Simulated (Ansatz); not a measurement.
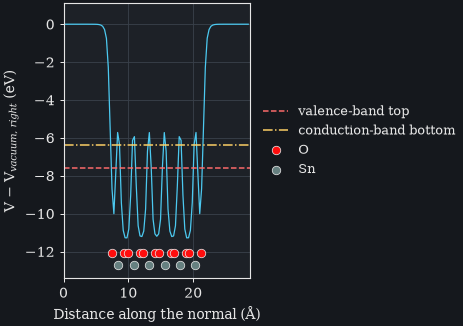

Plane-averaged electrostatic potential energy of an electron across the slab; circles at the bottom mark the heights of the atoms.

The material is a (100) slab cut from SnO₂ (P4_2/mnm), unrelaxed, ended by O planes, 18 atoms in the cell.

Level of theory: DFT PBEsol, scalar-relativistic, plane waves, PAW, no spin polarisation, 8×6×1 k mesh; code Ansatz.

**What are the ionisation potential and the electron affinity of the slab?**

From the vacuum level at the right face the ionisation potential is 7.61 eV and the electron affinity 6.39 eV; the left face gives the same. The slab's gap, their difference before rounding, is 1.22 eV. The two vacuum levels agree, so the slab has no net dipole along its normal.

**How thick are slab and vacuum?**

The outermost atoms are 13.8 Å apart, which leaves 15.0 Å of vacuum in a cell 28.8 Å high.

The atoms aren't at rest in this cell (largest force 2.3 eV/Å), so the relaxed material can differ.
